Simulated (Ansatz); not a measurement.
GaP: several calculations on one system

Part 1: Vibrations

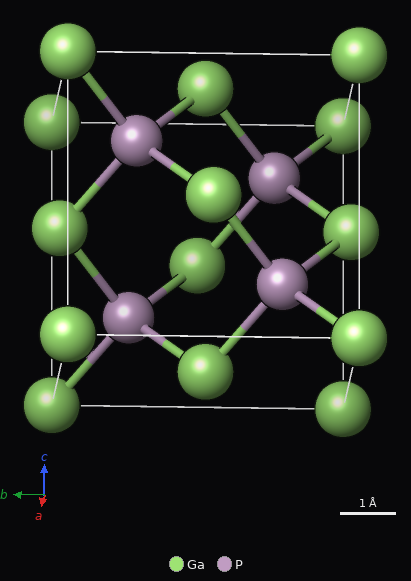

Lattice vibrations of solid GaP at 0.98 times its rest volume, space group F-43m (No. 216), at the zone centre. The picture is a ball-and-stick view of the conventional cell (4 times the calculation's cell), seen from a free direction. Lengths and directions refer to the drawn axes.

These are results of DFT LDA, scalar-relativistic, plane waves, PAW in Ansatz 0.2.0, not measurements. Set-up: plane-wave cutoff 420 eV; k-point mesh 8 × 8 × 8; occupations fixed; no spin polarisation.

Frequencies are those without the non-analytic (LO–TO) term.

### Give the spectrum at this point.

The calculation's cell holds 2 atoms, so there are 3 optical modes, in 1 level. The optical modes span T₂. No level is unstable.

```csv
level,symmetry,frequency (cm⁻¹),activity
1,T₂,374,infrared- and Raman-active
```

The modes drawn as arrows (one member of each degenerate set):

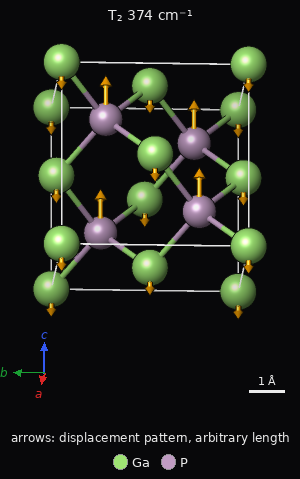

Part 2: One mode

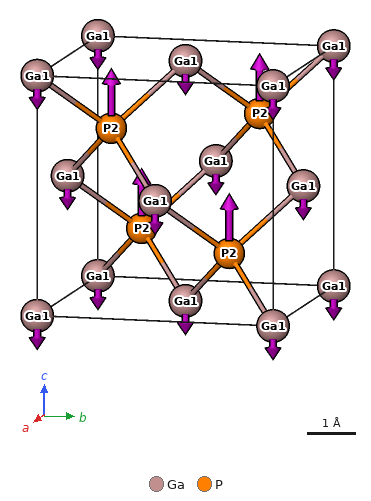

One vibrational mode of a crystal of GaP relaxed at 22 GPa at the zone centre. The purple arrows give the relative displacements of the atoms. The picture is a ball-and-stick view of the conventional cell (4 times the calculation's cell), seen slightly off an axis. Lengths and directions refer to the drawn axes.

All numbers below come from DFT LDA, scalar-relativistic, plane waves, PAW in Ansatz. Set-up: plane-wave cutoff 420 eV; k-point mesh 10 × 10 × 10; occupations fixed; target pressure 22 GPa; no spin polarisation.

Frequencies are those without the non-analytic (LO–TO) term.

Question: Give the symmetry, activity and frequency of this mode.

Answer: This is the T₂ mode (triply degenerate; one member of the set is drawn) at 447 cm⁻¹, the only optical level, infrared- and Raman-active by symmetry. The P sublattice moves against the Ga sublattice, along c; the kinetic energy is shared as P 69 %, Ga 31 %. Its infrared intensity is 10 (D/Å)²/amu for the set. The value is the transverse one; the longitudinal partner lies at 470 cm⁻¹.

Part 3: One mode

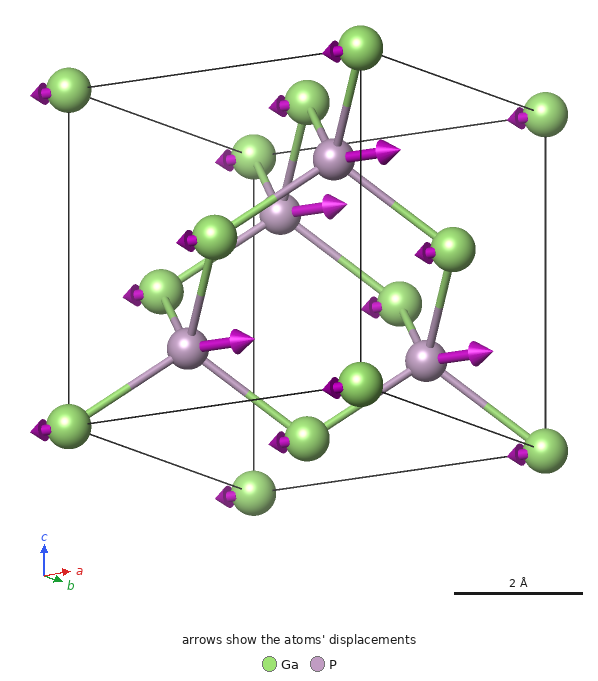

One vibrational mode of crystalline GaP at 1.02 times its rest volume at the zone centre. Displacements are drawn as purple arrows; their common scale and sign are arbitrary. A ball-and-stick model of the conventional cell (4 times the calculation's cell), seen from a free direction. Lengths and directions refer to the drawn axes.

Theory: DFT LDA, scalar-relativistic, plane waves, PAW (Ansatz 0.2.0).

The input:
```yaml
crystal:
  lattice:
    - [0.0, 2.7135026191, 2.7135026191]
    - [2.7135026191, 0.0, 2.7135026191]
    - [2.7135026191, 2.7135026191, 0.0]
  atoms:
    - { symbol: Ga, position: [0.0, 0.0, 0.0] }
    - { symbol: P, position: [0.75, 0.75, 0.75] }
basis:
  ecutwfc: 420
kpoints:
  mp_grid: { grid: [8, 8, 8] }
hamiltonian:
  xc: lda
scf:
  occupations: { method: fixed }
output:
  eigenvalues: true
phonons:
  method: dfpt
  dielectric: true
  rigid_motions: translations
  eigenvectors: true
```

Run as
```bash
ansatz run input.yaml --threads 1 --pin off --max-ram 3072MiB --backend cpu --events-out ev --progress --plain --runs-dir out
```

Frequencies are those without the non-analytic (LO–TO) term.

Give the symmetry, activity and frequency of this mode.

Answer. This is the T₂ mode (triply degenerate; one member of the set is drawn) at 356 cm⁻¹, the only optical level, infrared- and Raman-active by symmetry. The P sublattice moves against the Ga sublattice, along a; the kinetic energy is shared as P 69 %, Ga 31 %. Its infrared intensity is 14 (D/Å)²/amu for the set. The value is the transverse one; the longitudinal partner lies at 387 cm⁻¹.

Part 4: Softest mode

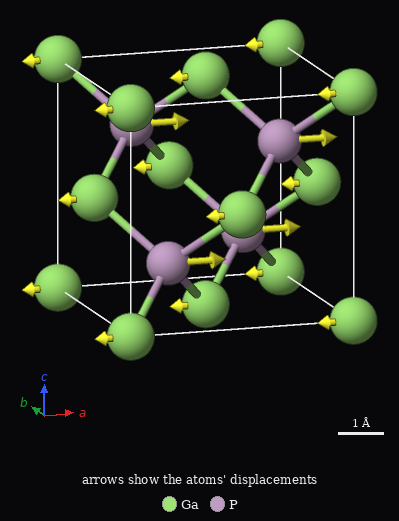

The lowest optical mode of crystalline GaP relaxed at 11 GPa, space group F-43m (No. 216), at the zone centre. The yellow arrows are the displacements of the atoms (eigenvector over the root of the mass), of arbitrary overall length and sign. Style: ball-and-stick. Shown: the conventional cell (4 times the calculation's cell), slightly off an axis. Lengths and directions refer to the drawn axes.

Level of theory: DFT LDA, scalar-relativistic, plane waves, PAW in Ansatz.

Input
```yaml
crystal:
  lattice:
    - [0.0, 2.6087779752, 2.6087779752]
    - [2.6087779752, 0.0, 2.6087779752]
    - [2.6087779752, 2.6087779752, 0.0]
  atoms:
    - { symbol: Ga, position: [0.0, 0.0, 0.0] }
    - { symbol: P, position: [0.75, 0.75, 0.75] }
basis:
  ecutwfc: 420
kpoints:
  mp_grid: { grid: [10, 10, 10] }
hamiltonian:
  xc: lda
scf:
  occupations: { method: fixed }
output:
  eigenvalues: true
phonons:
  method: dfpt
  dielectric: true
  rigid_motions: translations
  eigenvectors: true
```

Launched with:
```bash
ansatz run input.yaml --threads 1 --pin off --max-ram 3072MiB --backend cpu --events-out ev --progress --plain --runs-dir out
```

Frequencies are those without the non-analytic (LO–TO) term.

Q: Is the structure stable against all modes at this point?

A: Yes: this softest mode has a real frequency, and so have all others here. That speaks for this wave vector alone: the rest of the zone wasn't checked in this run. This is the T₂ mode (triply degenerate; one member of the set is drawn) at 12.3 THz, the only optical level, infrared- and Raman-active by symmetry. The P sublattice moves against the Ga sublattice, along a; the kinetic energy is shared as P 69 %, Ga 31 %. Its infrared intensity is 12 (D/Å)²/amu for the set. The value is the transverse one; the longitudinal partner lies at 438 cm⁻¹.

Part 5: Softest mode

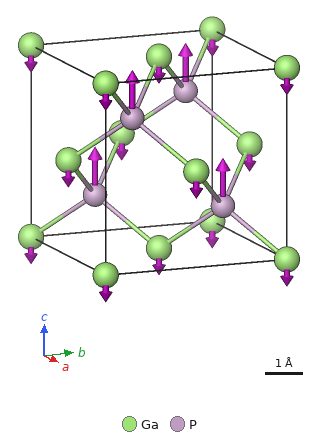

The lowest optical mode of a crystal of GaP relaxed at 5 GPa, space group F-43m (No. 216), at the zone centre. Displacements are drawn as purple arrows; their common scale and sign are arbitrary. Style: ball-and-stick. Shown: the conventional cell (4 times the calculation's cell), slightly off an axis. Lengths and directions refer to the drawn axes.

All numbers below come from Ansatz, DFT LDA, scalar-relativistic, plane waves, PAW. Set-up: plane-wave cutoff 420 eV; k-point mesh 10 × 10 × 10; occupations fixed; target pressure 5 GPa; no spin polarisation.

Frequencies are those without the non-analytic (LO–TO) term.

Is the structure stable against all modes at this point?

Yes: this softest mode has a real frequency, and so have all others here. That speaks for this wave vector alone: the rest of the zone wasn't checked in this run. This is the T₂ mode (triply degenerate; one member of the set is drawn) at 387 cm⁻¹, the only optical level, infrared- and Raman-active by symmetry. The P sublattice moves against the Ga sublattice, along c; the kinetic energy is shared as P 69 %, Ga 31 %. Its infrared intensity is 12 (D/Å)²/amu for the set. The value is the transverse one; the longitudinal partner lies at 416 cm⁻¹.
